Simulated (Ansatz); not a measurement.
## A series of single points on PbF2

System: PbF2 (Fm-3m, 3 atoms in the cell).
Method: DFT PBE+D3(BJ), scalar-relativistic, plane waves, PAW, no spin polarisation (Ansatz 0.2.0).

The 6 runs differ only in the geometry, by an even scaling of the cell at fixed fractional positions. The structure derives from an entry of the Crystallography Open Database.

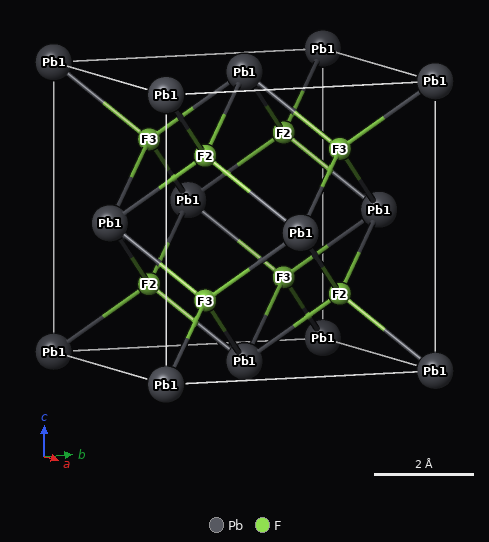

Figure 1. The structure of run 4 (ball-and-stick view of the cell 4 times as large as that of the calculation, set on its symmetry axes, seen slightly off an axis; atoms are numbered from 1 in the order of the input).

**Input of run 4**
```yaml
crystal:
  lattice:
    - [0.0, 2.9510427715, 2.9510427715]
    - [2.9510427715, 0.0, 2.9510427715]
    - [2.9510427715, 2.9510427715, 0.0]
  atoms:
    - { symbol: Pb, position: [0.0, 0.0, 0.0] }
    - { symbol: F, position: [0.25, 0.25, 0.25] }
    - { symbol: F, position: [0.75, 0.75, 0.75] }
basis:
  ecutwfc: 420
kpoints:
  mp_grid: { grid: [8, 8, 8] }
hamiltonian:
  xc: pbe
  dispersion: d3bj
scf:
  occupations: { method: gaussian, width: 0.02 }
output:
  forces: true
  stress: true
  eigenvalues: true
```

Command:
```bash
ansatz run input.yaml --threads 1 --pin off --max-ram 2560MiB --backend cpu --events-out ev --progress --plain --runs-dir out
```

Run 2 differs from it as follows:
```diff
-    - [0.0, 2.9510427715, 2.9510427715]
-    - [2.9510427715, 0.0, 2.9510427715]
-    - [2.9510427715, 2.9510427715, 0.0]
+    - [0.0, 2.8888969925, 2.8888969925]
+    - [2.8888969925, 0.0, 2.8888969925]
+    - [2.8888969925, 2.8888969925, 0.0]
```

**Results, with one run withheld**

| run | volume per atom (Å³) | free energy per atom, from the lowest run given (meV) | pressure (GPa) | gap on the mesh (eV) |
| --- | --- | --- | --- | --- |
| 1 | 15.543 | 67.56 | 12.16 | 4.37 |
| 2 | 16.073 | ? | ? | ? |
| 3 | 16.603 | 12.03 | 5.03 | 4.41 |
| 4 | 17.133 | 0.00 | 2.30 | 4.42 |
| 5 | 18.723 | 8.52 | −3.45 | 4.40 |
| 6 | 19.429 | 25.15 | −3.42 | 4.36 |

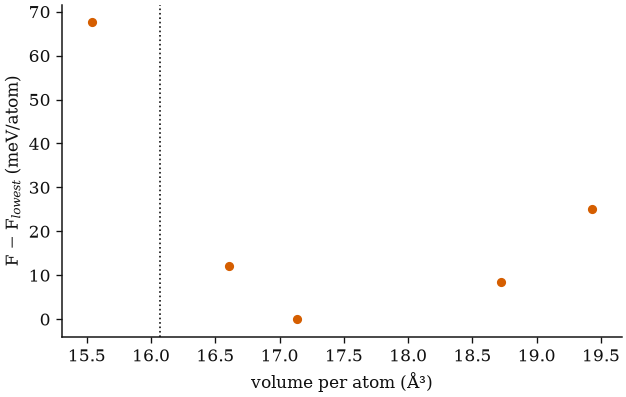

Figure 2. Free energy per atom of the runs given; the dotted line marks run 2.

Fit the runs given and predict run 2.

A cubic polynomial in V^(−2/3) (the Birch–Murnaghan form), fitted to the 5 runs given, misses them by at most 0.34 meV per atom. With x = V^(−2/3) − 0.14897 Å⁻², it reads F = −2.1707 + 1094.3 x + 3.8414e+05 x² + 3.5079e+06 x³ (meV per atom). At run 2 it gives 33.31 meV per atom, and the run itself gives 33.86. The slope of the fit gives a pressure −dF/dV of 8.30 GPa there, and the run prints 8.29 GPa. The fit has its minimum at 17.650 Å³ per atom, where V d²F/dV² gives 64.8 GPa: the bulk modulus at this level, since symmetry fixes the shape and the positions. So low a polynomial doesn't follow these energies more closely. The gap on the mesh lies between 4.36 eV (run 6) and 4.42 eV (run 4); run 2 has 4.39 eV. These are gaps of this functional on this mesh, which can miss the band edges; they aren't the measured gap.

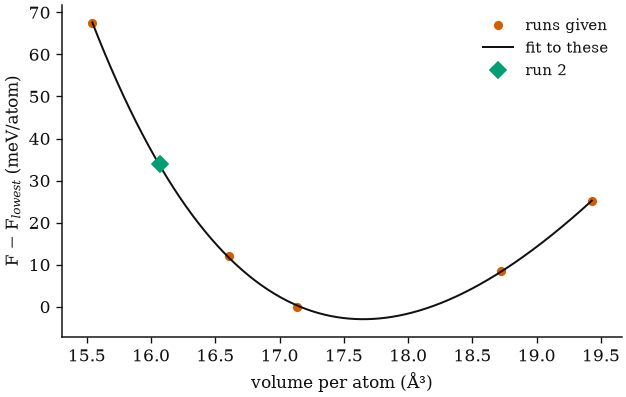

Figure 3. The fit and the withheld run.

**Output, shortened to warnings, some set-up lines, iterations and results (run 2)**
```
Basis set: ecut = 420 eV, 941 PW (Γ), exchange–correlation on 60×60×60 points (8 copies of the dense FFT grid, shifted against one another)
Symmetry: 48 space group operations
k-points: 29 of 512
Initial density: superposition of atomic densities (neutral atoms: chi_scale 0, normalization atom), corrected by the library's trained network
[...]
SCF iter   1: F=—  HF=-13525.047552 eV  |F-HF|=—  |Δ(HF+E_count)|=         —  Δρ=6.46e-4  dr2=7.28e-5  ethr=1.77e-3  ⟨swp⟩=6.0  Hψ=2565  notcnv=0
SCF iter   2: F=—  HF=-13525.047333 eV  |F-HF|=—  |Δ(HF+E_count)|=   2.19e-4  Δρ=3.70e-4  dr2=2.75e-5  ethr=2.60e-7  ⟨swp⟩=3.3  Hψ=1527  notcnv=0
SCF iter   3: F=—  HF=-13525.047392 eV  |F-HF|=—  |Δ(HF+E_count)|=   5.82e-5  Δρ=1.86e-4  dr2=5.92e-6  ethr=9.81e-8  ⟨swp⟩=2.6  Hψ=897  notcnv=0
SCF iter   4: F=—  HF=-13525.047417 eV  |F-HF|=—  |Δ(HF+E_count)|=   2.54e-5  Δρ=1.04e-4  dr2=3.57e-6  ethr=2.11e-8  ⟨swp⟩=2.0  Hψ=928  notcnv=0
SCF iter   5: F=—  HF=-13525.047419 eV  |F-HF|=—  |Δ(HF+E_count)|=   1.98e-6  Δρ=4.34e-5  dr2=5.97e-7  ethr=1.27e-8  ⟨swp⟩=2.6  Hψ=846  notcnv=0
SCF iter   6: F=-13525.047419 eV  HF=-13525.047419 eV  |F-HF|=1.88e-8  |Δ(HF+E_count)|=   1.78e-7  Δρ=9.04e-6  dr2=2.30e-8  ethr=3.57e-10  ⟨swp⟩=3.0  Hψ=2048  notcnv=0
SCF 1 converged in 6 iterations: F = -13525.047419 eV  dr2 = 2.30e-8
SCF converged after 6 iterations
Free energy (F): -13525.047419 eV
Harris-Foulkes:  -13525.047419 eV  (|F-HF|=1.88e-8)
Internal energy: -13525.047419 eV  (E = F + TS)
E sigma→0 (E₀):  -13525.047419 eV
Fermi energy:    8.481682 eV
--- Per-component energies (eV) ---
  E_band       = -97.904270
  E_kinetic    = 701.676043
  E_local      = -2170.094869  (includes V_loc(G=0)·N_el)
  E_nonlocal   = 497.340225
  E_hartree    = 835.833560
  E_xc         = -382.869536
  E_vxc        = -339.799738  (∫ρ·V_xc dr)
  E_paw        = -10801.927448  (= ΣΔE_a)
  E_vpaw       = -458.694494  (= ΣTr[D̂ρ^β])
  E_aug_tail   = 0.004185  (compensation charges beyond the density's cutoff)
  E_ewald      = -2204.513017
  E_disp       = -0.496561  (pairwise vdW)
  E_smearing   = -0.000000  (= −TS)
  E_closure    = -0.000000  (closes the sum)
  Σ components = -13525.047419   (vs F -13525.047419, Δ=0.00e0)
--- Forces (eV/Å), atoms counted from 1 ---
  atom   1  Pb    -0.00000000    -0.00000000     0.00000000
  atom   2  F      0.00000000     0.00000000     0.00000000
  atom   3  F      0.00000000     0.00000000    -0.00000000
  max |Σ_I F_I| component: 2.31e-17 eV/Å
--- Stress (GPa, compression-positive) ---
        8.288770      -0.000000       0.000000
       -0.000000       8.288770      -0.000000
        0.000000      -0.000000       8.288770
  P = ⅓ Tr σ = 8.2888 GPa (82.888 kbar)
```

Notes: Spin–orbit coupling is left out, which matters for Pb.
